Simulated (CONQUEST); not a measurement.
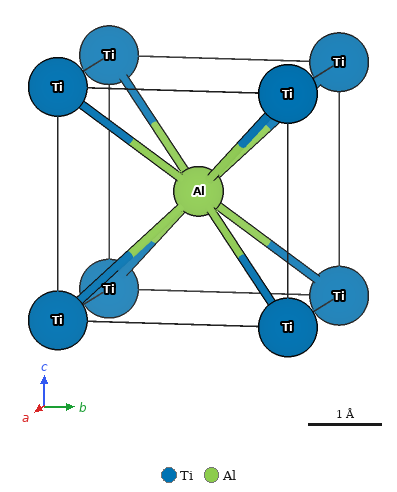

**Figure 1.** The structure as given in the input (ball-and-stick view of the cell of the calculation, seen slightly off an axis). Near neighbours in the crystal (not all of them lie inside the picture): Ti has 8 Al at 2.82 Å; Al has 8 Ti at 2.82 Å.

## Run report: TiAl, density-of-states run

- system: TiAl (Pm-3m, 2 atoms in the cell)
- method: Kohn-Sham DFT of a periodic cell, PBE, PseudoDojo NC PBE, no spin polarisation (CONQUEST 1.3)

The structure derives from a Materials Project entry. The geometry was changed: volume scaled by 1.08.

Input file:
```
IO.Title TiAl
IO.Coordinates coords.dat
IO.FractionalAtomicCoords T
IO.Iprint 2
IO.Iprint_init 1
General.NumberOfSpecies 2
General.PseudopotentialType hamann
AtomMove.TypeOfRun static
AtomMove.FullStress T
Grid.GridCutoff 150
DM.SolutionMethod diagon
Diag.MPMesh T
Diag.GammaCentred T
Diag.MPMeshX 6
Diag.MPMeshY 6
Diag.MPMeshZ 6
Diag.kT 0.00036749
minE.SCTolerance 1e-6
Diag.SmearingType 1
Diag.MPOrder 2
SC.MaxIters 100
IO.AtomChargeOutput T
SC.KerkerPreCondition T
IO.writeDOS T
IO.write_proj_DOS T
%block ChemicalSpeciesLabel
1 47.880 Ti
2 26.980 Al
%endblock
```

Machine: 1 thread of Intel Xeon (Sapphire Rapids), 16 GiB of memory available, shared host.

Run as:
```bash
Conquest, then PostProcessCQ with the Process lines added to Conquest_input
```

Output:
```
Simulation cell dimensions:     6.1637 a0 x     6.1637 a0 x     6.1637 a0

      Atomic coordinates (a0)
         Atom         X         Y         Z  Species
            1    0.0000    0.0000    0.0000        1
            2    3.0818    3.0818    3.0818        2

         Monkhorst-Pack mesh:   6 x   6 x   6 gamma-centred
        This calculation includes non-local pseudopotentials,
         with a maximum core radius of      8.23709393

    Job title: TiAl
    Job to be run: static calculation

    Ground state search:
      Support functions represented with PAO basis
      1:1 PAO to SF mapping
      Non-spin-polarised electrons
      Solving for the K matrix using diagonalisation
      Using order  2 Methfessel-Paxton smearing

    Integration grid size:     36 x   36 x   36

    Integration grid spacing:  0.171 a0 x 0.171 a0 x 0.171 a0

    Number of species:  2
    --------------------------------------------------------
    |   #  mass (au)  Charge (e)  SF Rad (a0)  NSF  Label  |
    --------------------------------------------------------
    |   1     47.880      12.000        8.561   19  Ti     |
    |   2     26.980       3.000        8.561   13  Al     |
    --------------------------------------------------------
          SCF tolerance:                 0.00000100
          SCF iterations:               100

    The functional used will be GGA PBE96

           radial cut-off to be used is taken to be max PAO cut-off radius for this species:    8.226919

           greatest ang. mom. for making density from PAOs:  2

           radial cut-off to be used is taken to be max PAO cut-off radius for this species:    8.237094

           greatest ang. mom. for making density from PAOs:  2
    Minimum blocs/proc is      729. Maximum blocs/proc is      729
    set_atom_dens: In set_atomic_density, electrons :      15.000000000000
 matrix_size & matrix_size_padH =           32          32

    Screened ion int: energy:     -47.073376126823 Ha

    new_SC_potl: Starting.  Tolerance:  0.10000E-05

    PulayMixSC: Starting Pulay mixing, A_up =  0.500 A_dn =  0.500
    PulayMixSC: Spin non-polarised calculation.
    PulayMixSC: with Kerker preconditioning, q0 =  0.100
          Proc:     0 findFermi_fixspin: Warning! Diag.NElecLess >= total number of electrons for spin channel  1 setting it equal to number of electrons, but this is slow and you may want to change it to something smaller.
          Harris-Foulkes Energy            :       -61.682829322319805 Ha
          GroundState Energy (kT --> 0)    :       -61.682831368826598 Ha
          Free Energy (E-TS)               :       -61.682832050995529 Ha
          DFT Total Energy                 :       -61.671204859184996 Ha
          Total number of electrons        :        14.999999999999439
    PulayMixSC: Pulay iteration     1 residual:              0.45213E-02
          Proc:     0 findFermi_fixspin: Warning! Diag.NElecLess >= total number of electrons for spin channel  1 setting it equal to number of electrons, but this is slow and you may want to change it to something smaller.
          Harris-Foulkes Energy            :       -61.679603011345037 Ha
          GroundState Energy (kT --> 0)    :       -61.679605424185134 Ha
          Free Energy (E-TS)               :       -61.679606228465168 Ha
          DFT Total Energy                 :       -61.676493893708816 Ha
          Total number of electrons        :        15.000024409813248
    PulayMixSC: Pulay iteration     2 residual:              0.24981E-02
          Proc:     0 findFermi_fixspin: Warning! Diag.NElecLess >= total number of electrons for spin channel  1 setting it equal to number of electrons, but this is slow and you may want to change it to something smaller.
          Harris-Foulkes Energy            :       -61.678743167724427 Ha
          GroundState Energy (kT --> 0)    :       -61.678745338071941 Ha
          Free Energy (E-TS)               :       -61.678746061521110 Ha
          DFT Total Energy                 :       -61.678359935490235 Ha
          Total number of electrons        :        15.000034906648855
    PulayMixSC: Pulay iteration     3 residual:              0.11947E-02
          Proc:     0 findFermi_fixspin: Warning! Diag.NElecLess >= total number of electrons for spin channel  1 setting it equal to number of electrons, but this is slow and you may want to change it to something smaller.
          Harris-Foulkes Energy            :       -61.678527117742711 Ha
          GroundState Energy (kT --> 0)    :       -61.678529288177927 Ha
          Free Energy (E-TS)               :       -61.678530011656335 Ha
          DFT Total Energy                 :       -61.678525870106377 Ha
          Total number of electrons        :        15.000047152771591
    PulayMixSC: Pulay iteration     4 residual:              0.76649E-04
          Proc:     0 findFermi_fixspin: Warning! Diag.NElecLess >= total number of electrons for spin channel  1 setting it equal to number of electrons, but this is slow and you may want to change it to something smaller.
          Harris-Foulkes Energy            :       -61.678526646050997 Ha
          GroundState Energy (kT --> 0)    :       -61.678528816757364 Ha
          Free Energy (E-TS)               :       -61.678529540326153 Ha
          DFT Total Energy                 :       -61.678526610632460 Ha
          Total number of electrons        :        15.000046061453956
    PulayMixSC: Pulay iteration     5 residual:              0.16169E-04
          Proc:     0 findFermi_fixspin: Warning! Diag.NElecLess >= total number of electrons for spin channel  1 setting it equal to number of electrons, but this is slow and you may want to change it to something smaller.
          Harris-Foulkes Energy            :       -61.678526484854601 Ha
          GroundState Energy (kT --> 0)    :       -61.678528655498177 Ha
          Free Energy (E-TS)               :       -61.678529379046033 Ha
          DFT Total Energy                 :       -61.678526484269668 Ha
          Total number of electrons        :        15.000047238413691
    PulayMixSC: Pulay iteration     6 residual:              0.33626E-05
          Proc:     0 findFermi_fixspin: Warning! Diag.NElecLess >= total number of electrons for spin channel  1 setting it equal to number of electrons, but this is slow and you may want to change it to something smaller.
          Harris-Foulkes Energy            :       -61.678526342004425 Ha
          GroundState Energy (kT --> 0)    :       -61.678528512582055 Ha
          Free Energy (E-TS)               :       -61.678529236107927 Ha
          DFT Total Energy                 :       -61.678526341990036 Ha
          Total number of electrons        :        15.000048047578002
    PulayMixSC: Pulay iteration     7 residual:              0.11464E-06
    PulayMixSC: Reached SCF tolerance of  0.11464E-06 after      7 iterations
      | Number of electrons      =        15.000048
      |* band energy as 2Tr[K.H] =       -15.903052359395417 Ha
      |  screened ion-ion energy =       -47.073376126822737 Ha
      |  Ha correction           =         0.282322346060606 Ha
      |  XC correction           =         1.015579909005316 Ha
      | GS Energy with kT -> 0   =       -61.678528512582055 Ha
      | Free Energy as E-TS      =       -61.678529236107927 Ha
      |* Harris-Foulkes energy   =       -61.678526342004425 Ha
      |* DFT total energy        =       -61.678526341990036 Ha
      |  estimated accuracy      =        -0.000000000014388 Ha
          Proc:     0 findFermi_fixspin: Warning! Diag.NElecLess >= total number of electrons for spin channel  1 setting it equal to number of electrons, but this is slow and you may want to change it to something smaller.
    get_E_and_F: Change in energy during last step of electronic optimisation:  0.14285E-06

    BIBLIOGRAPHY: Please consider citing the following references in the conquest.bib file

    CONQUEST:         Bowler2002pt, Miyazaki2004, Nakata2020
    Basis:            Bowler2019
    DM:               Bowler:2006xr
    Pseudopotentials: Hamann2013, Bowler2019
    XC functional:    Perdew1996
```

File coords.dat:
```
    6.1636701596     0.0000000000     0.0000000000
    0.0000000000     6.1636701596     0.0000000000
    0.0000000000     0.0000000000     6.1636701596
2
  0.0000000000   0.0000000000   0.0000000000 1 T T T
  0.5000000000   0.5000000000   0.5000000000 2 T T T
```

File PostProcessCQ.log:
```
CONQUEST charge density conversion and STM image simulation

D. R. Bowler (UCL) and A. Nakata (NIMS)

  Creating projected density of states (pDOS); also generating DOS

  Calculating density of states (DOS)
    Reading k-points from eigenvalues file, not setting from input file
    Fermi level:     -0.23869 Ha   (=    -6.495 eV)
  Reading bands between   -0.100E+13Ha and    0.100E+13Ha
  Bands     1 to    32 were written out by CONQUEST
  DOS lower limit set by user:     -0.68870 Ha
  DOS upper limit set by user:      0.11130 Ha
  Sigma set by user:     0.003000 Ha
  Dividing DOS into   301 bins of width     0.002747 Ha
 iDOS_low is    3.9999999992000128
  DOS between      -0.701 Ha and Ef integrates to        7.000 electrons
  DOS between      -0.701 Ha and       0.123 Ha integrates to       21.221 electrons

  Calculating projected density of states (DOS)
    Resolving in l
    Producing pDOS for all atoms in cell
  Opening block file: hilbert_make_blk.dat
  Original run on        1 processors
  Results of integrating pDOS between      -0.701 and       0.123 Ha (electrons per atom).
       Atom       Total        l=0        l=1        l=2
          1       3.953      0.047      0.819      3.087
          2       3.047      0.700      1.724      0.624
  Integrated pDOS:       7.000 electrons
```

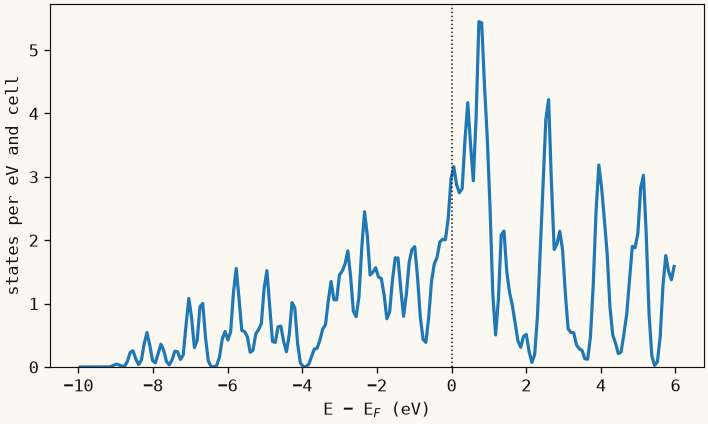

**Figure 2.** Density of states from the levels on the mesh of the run, whose fine structure reflects that mesh, with energies from the Fermi level of the run. At the top of the window the curve may fall because the computed bands end.

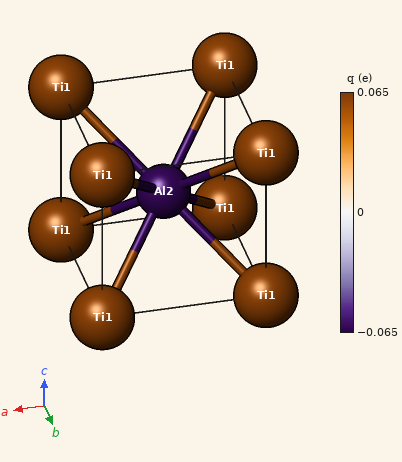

**Figure 3.** Mulliken charges, as the colour of each atom (ball-and-stick view of the cell of the calculation, seen at an oblique angle; atoms are numbered from 1 in the order of the input). By element: Ti +0.06 and Al −0.06 e.

Results in brief:

| quantity | value |
| --- | --- |
| outcome | converged |
| space group (tolerance 0.01 Å) | Pm-3m (221) |
| electrons treated | 15 |
| free energy | −1678.3583 eV |
| Fermi energy of the self-consistent step | −6.495 eV |
| gap on the k-point mesh | none (metallic) |
| wall time | 60 s |
| peak memory | 0.52 GiB |

Settings chosen away from the usual ones: SC.KerkerPreCondition set to T.
